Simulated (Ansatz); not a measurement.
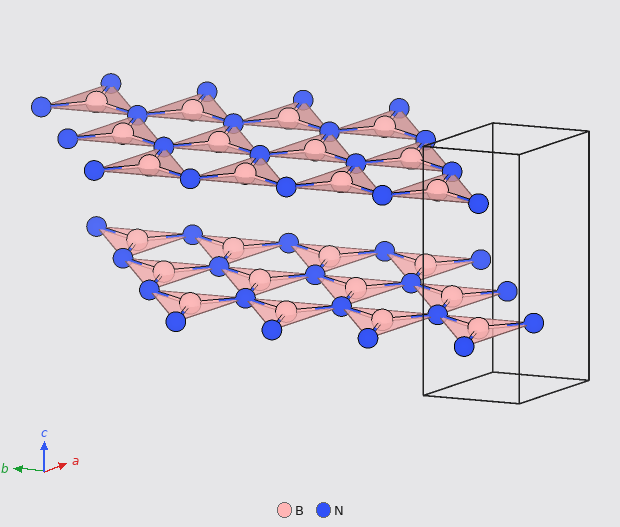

Polyhedra are drawn about B (bonds: B–N below 1.6 Å); other atoms are plain spheres.

The compound is BN (space group P6_3/mmc, No. 194), taken as a calculation's input that goes back to an entry of the Crystallography Open Database (an earlier step may have relaxed or displaced it).

Sharing among the drawn polyhedra:

| site | polyhedron | corner-sharing neighbours | edge-sharing | face-sharing | bond (Å) |
| --- | --- | --- | --- | --- | --- |
| B | BN3 triangle | 6 | 0 | 0 | 1.45 |

They form layers of corner-sharing triangles parallel to (001).
